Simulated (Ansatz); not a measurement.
B₅As₂

Input file:

```
crystal:
  lattice:
    - [3.1668204581, 0.0, 0.0]
    - [-1.583410229, 2.7425469659, 0.0]
    - [0.0, 0.0, 8.5715029656]
  atoms:
    - { symbol: B, position: [0.0, 0.0, 0.0] }
    - { symbol: B, position: [0.6666666667, 0.3333333333, 0.9393849499] }
    - { symbol: B, position: [0.3333333333, 0.6666666667, 0.0606150501] }
    - { symbol: B, position: [0.0, 0.0, 0.4017927937] }
    - { symbol: B, position: [0.0, 0.0, 0.5982072063] }
    - { symbol: As, position: [0.6666666667, 0.3333333333, 0.6963256902] }
    - { symbol: As, position: [0.3333333333, 0.6666666667, 0.3036743098] }
basis:
  ecutwfc: 420
kpoints:
  mp_grid: { grid: [12, 12, 4] }
hamiltonian:
  xc: pbe
scf:
  occupations: { method: gaussian, width: 0.1 }
output:
  forces: true
  stress: true
  eigenvalues: true
  write_density: true
  write_potential: true
  elf: true
  volumetric_format: npy
relax:
  adjacent_minimum: "off"
  f_tol: 0.01
  max_steps: 80
  cell: { stress_tol: 0.05 }
```

Run with:

```sh
ansatz run input.yaml --threads 1 --pin off --max-ram 2560MiB --backend cpu --events-out ev --progress --plain --runs-dir out
```

Below, planes, directions and counts refer to the conventional cell (a = 3.17 Å, b = 3.17 Å, c = 8.60 Å, α = 90.00°, β = 90.00°, γ = 120.00°).

The fields are those of the run's last geometry, not of the input's.

Space group P-3m1; a generated structure, not necessarily the stable one; computed without spin polarisation.

Method: Ansatz, DFT PBE, scalar-relativistic, plane waves, PAW.

In a PAW calculation such maps are meaningful between the atoms, not at the nuclei.

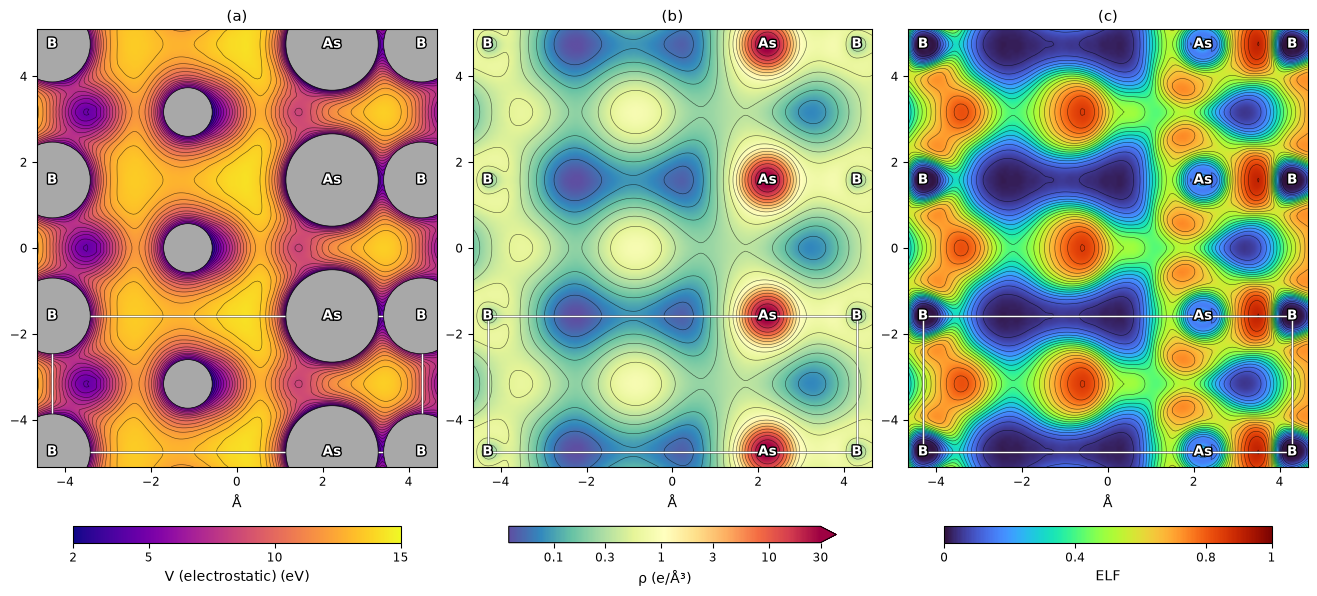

Figure 1. (a) electrostatic potential (local pseudopotential plus Hartree) felt by an electron; (b) valence electron density; (c) electron localisation function on the (11̄0) plane of the conventional cell. Grey discs cover the atomic cores in the potential map.

**Read the bonding off the picture.**

- Atoms in the plane: B and As.
- Atoms just off the plane (B, 0.9 Å away and As, 0.9 Å away) can leave unmarked features too.
- B–As (2.08 Å): ρ is about 0.75 e/Å³ halfway; the ELF peaks at about 0.90 between the atoms.
- Between the atoms the lowest density in this plane is 0.04 e/Å³.
- Outside the cores the potential energy rises away from the atoms and is highest about 1.9 Å from the nearest atoms; its zero is arbitrary.

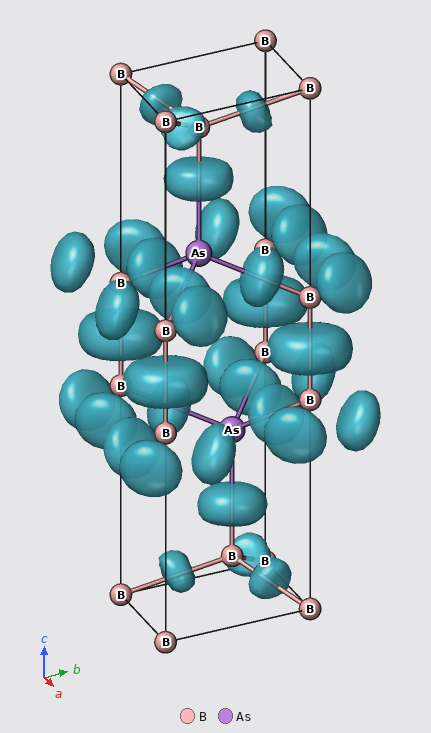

Figure 2. Isosurface of the ELF at 0.75 (cyan), seen slightly off an axis. Only the valence region is drawn (cores and ρ < 0.01 e/Å³ removed). Sticks mark near contacts.

**Identify the bonds, lone pairs and shells in this picture.**

The ELF exceeds this value in eight regions between bonded As–B atoms and seven regions between bonded B–B atoms, counted in one cell of 7 atoms. Any copies at cell faces, edges or corners count once.


B–B (1.69 Å): the ELF peaks at about 0.95 between the atoms. B–As (2.01 Å): the ELF peaks at about 0.90 between the atoms.

**Does the calculation give a band gap?**

It is gapless in this calculation (a metal or semimetal).
